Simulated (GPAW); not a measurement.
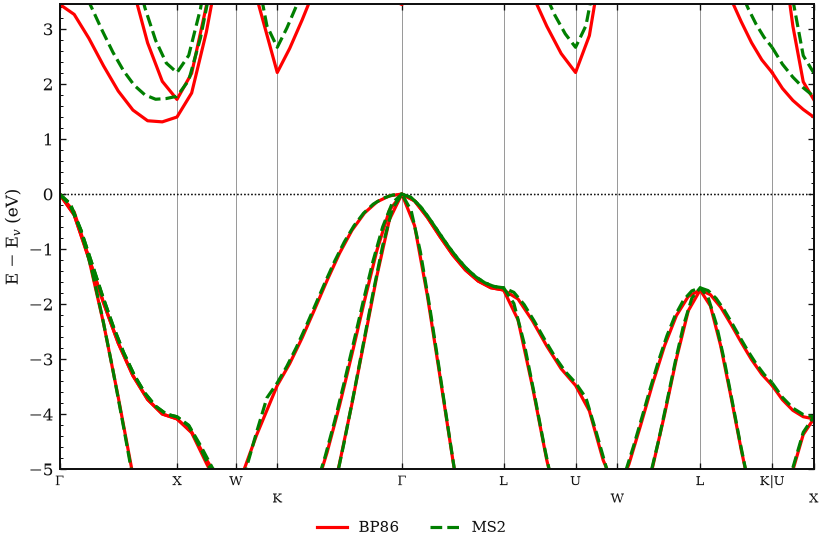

Band structures of zincblende BP, space group F-43m (No. 216), 2 atoms in the primitive cell (cubic a = 4.538 Å), by two methods on the same cell. Each is counted from its own valence-band top.

Question: What changes from one method to the other?

Answer: BP86 gives a gap of 1.31 eV along the path and MS2 gives a gap of 1.72 eV along the path.

Settings. BP86: PAW data sets generated in the run's folder for this functional, no spin polarisation, no spin-orbit coupling, 10×10×10 k mesh, 800 eV cutoff, Fermi-Dirac smearing of 0.05 eV (GPAW). MS2: GPAW PAW data sets (gpaw-data 1.2.1), no spin polarisation, no spin-orbit coupling, 10×10×10 k mesh, 800 eV cutoff, Fermi-Dirac smearing of 0.05 eV (GPAW 26.7.0).

LDA, GGA and most meta-GGA functionals understate gaps. MS2: the PAW data sets were made with another functional.
